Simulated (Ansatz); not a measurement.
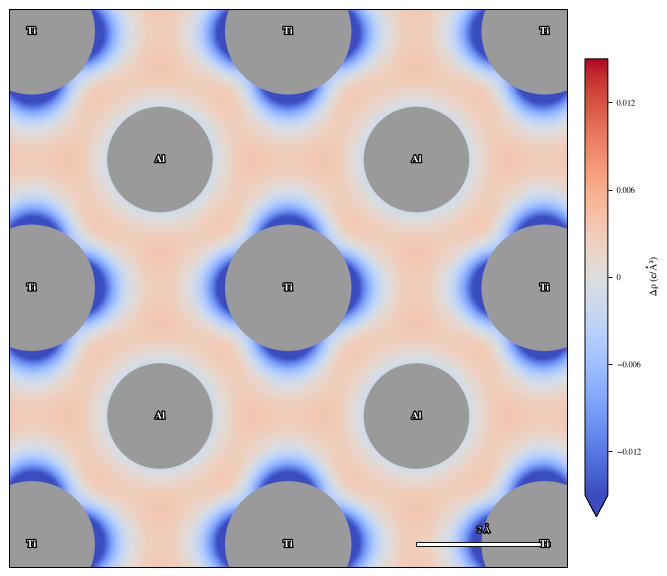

TiAl3: difference of two self-consistent densities at the same geometry, ρ(HSE06) − ρ(PBEsol), on the (001) plane of the conventional cell. Grey discs cover the cores, where the PAW densities can't be compared. Cores are masked to 1.0 Å (Ti) and 0.8 Å (Al).

Space group Pm-3m. The cell comes from a database of computed structures, not from a measurement.

Both runs: Ansatz, scalar-relativistic, plane waves and PAW, same cutoff, k-points and PAW files (made with PBE).

**How does the change of level move the electrons?**

Against PBEsol, and outside the masked cores, the largest gain, 0.007 e/Å³, lies 1.6 Å from a titanium nucleus and 1.8 Å from an aluminium one, and the largest loss, 0.016 e/Å³, lies 1.1 Å from a titanium nucleus.
- Bader charges are Ti +0.70 and Al −0.23 e with PBEsol and Ti +0.80 and Al −0.27 e with HSE06. Among metals such charges hang on how the charge between the atoms is shared out.
- At this volume the pressure is −1 GPa with PBEsol and roughly 0 GPa with HSE06.

Run times: 2.2 min (HSE06) and 9.9 s (base cell), on 2 threads of Arm Neoverse V1, on a shared host.
